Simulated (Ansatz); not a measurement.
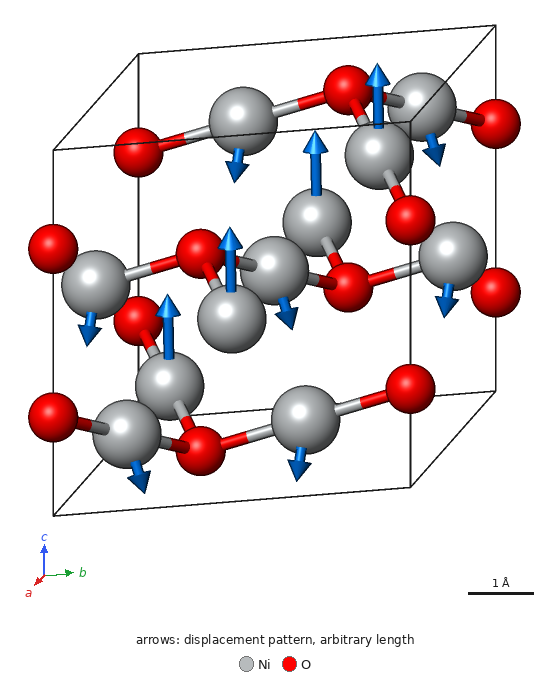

One vibrational mode of solid Ni3O2 (a generated structure) at the zone centre. Displacements are drawn as blue arrows; their common scale and sign are arbitrary. The picture is a ball-and-stick view of the conventional cell (3 times the calculation's cell), seen slightly off an axis. Lengths and directions refer to the drawn axes.

The calculation used DFT PBE, scalar-relativistic, plane waves, PAW in Ansatz. (plane-wave cutoff 420 eV; k-point mesh 12 × 12 × 12; occupations fermi dirac; smearing width 0.15 eV; no spin polarisation)

The frequencies depend somewhat on the k-mesh and the smearing.

Q: Describe the mode and give its frequency.

A: This is the E_u mode (doubly degenerate; one member of the set is drawn) at 161 cm⁻¹, optical level 2 of 8, counted from below, infrared-active by symmetry. It mainly bends the Ni–O bonds; the kinetic energy is shared as Ni 96 %, O 4 %. The crystal is a metal, so free carriers screen the infrared response.
